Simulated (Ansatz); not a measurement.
# HfSi₃O₈: what the fields show

```
Hf Si O
1.0
     7.53061    0.00000   -0.00056
     0.00000    7.66870    0.00000
    -0.00554    0.00000    7.59225
Hf Si O
2 6 16
Cartesian
  0.0000 0.1527 0.0000
  3.7653 3.9870 -0.0003
  2.0600 1.9192 2.0401
  5.8253 5.7536 2.0398
  1.6997 5.7536 5.5519
  5.4651 1.9192 5.5516
  -0.0028 3.6609 3.7961
  3.7625 7.4952 3.7958
  3.2020 2.9730 1.5661
  6.9673 6.8074 1.5658
  2.9194 6.5281 4.7948
  6.6847 2.6937 4.7945
  1.4538 1.2442 0.6820
  5.2191 5.0786 0.6817
  1.0556 4.5966 4.6033
  4.8209 0.7623 4.6030
  2.3059 5.0786 6.9100
  6.0713 1.2442 6.9097
  2.7042 0.7623 2.9887
  6.4695 4.5966 2.9884
  0.5578 6.8074 6.0258
  4.3231 2.9730 6.0256
  0.8403 2.6937 2.7971
  4.6056 6.5281 2.7969
```

Space group C2; a structure generated by program, which may or may not match a known phase; computed pressure about −2 GPa in this cell.

All numbers below come from Ansatz 0.2.0, DFT PBEsol, scalar-relativistic, plane waves, PAW.

In a PAW calculation such maps are meaningful between the atoms, not at the nuclei.

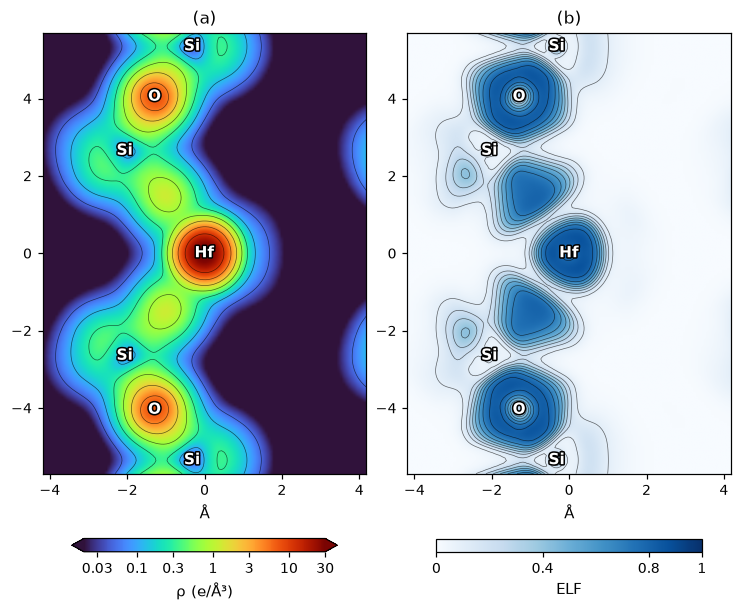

Figure 1. (a) valence charge density (pseudo); (b) ELF on the (101) plane of the conventional cell.

Interpret the plot.

Answer.
- The plane passes through Hf, Si and O nuclei.
- Atoms just off the plane (O, 0.7 Å away) can leave unmarked features too.
- Si–O (1.63 Å): the density is about 1.2 e/Å³ at the midpoint; the ELF peaks at about 0.85 between the atoms, as expected for a polar covalent bond.
- The density dies away to nearly zero in the voids.
- The ELF also peaks beside O, away from the bonds: lone-pair regions.
- The features right at Hf lie inside the PAW spheres, where the map follows smoothed inner orbitals and isn't to be read closely.

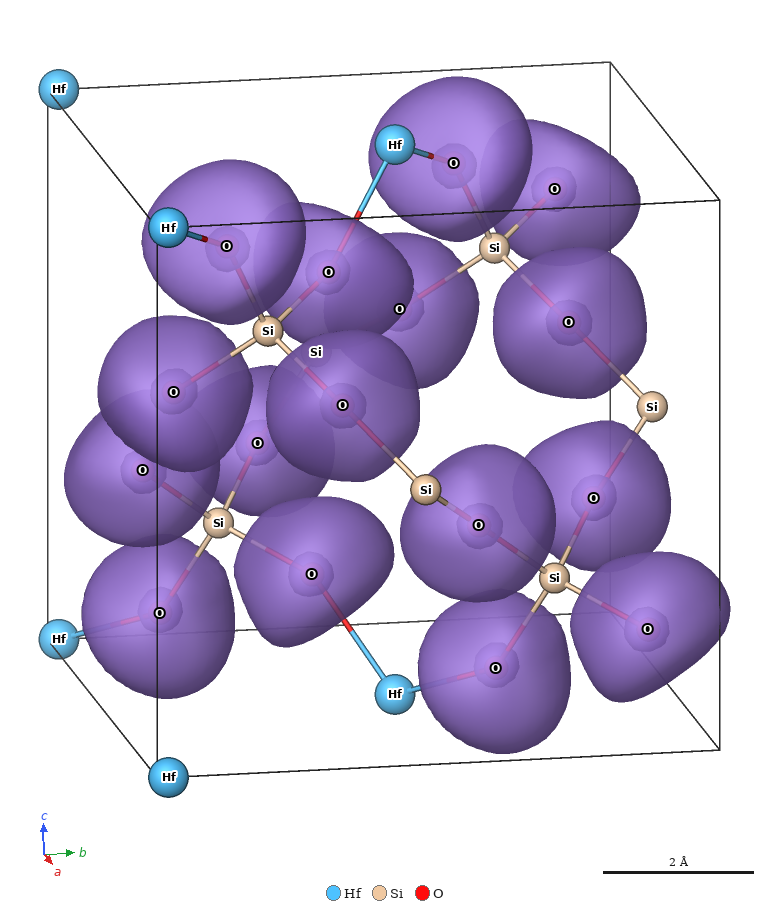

Figure 2. Isosurface of the electron localisation function at 0.6 (purple), seen slightly off an axis. Core shells and regions of very low density are left out. Sticks mark near contacts.

Describe the localisation domains.

Answer. The ELF exceeds this value in 16 regions on O in which the atom's valence shell and bonds are merged, counted in one cell of 24 atoms. Regions shared between cells count once.


Si–O (1.62 Å): the ELF peaks at about 0.85 between the atoms: a shared but strongly polarised pair. Hf–O (1.94 Å): the ELF peaks at about 0.80 in the valence shell of O, 0.6 Å from its nucleus, and drops to about 0.20 between the two atoms: no localised pair shows between them.

Does the calculation give a band gap?

Answer. It is gapped, with a Kohn–Sham gap of 5.1 eV on the k-point mesh (the band edges may lie off the mesh, which would make the gap smaller).
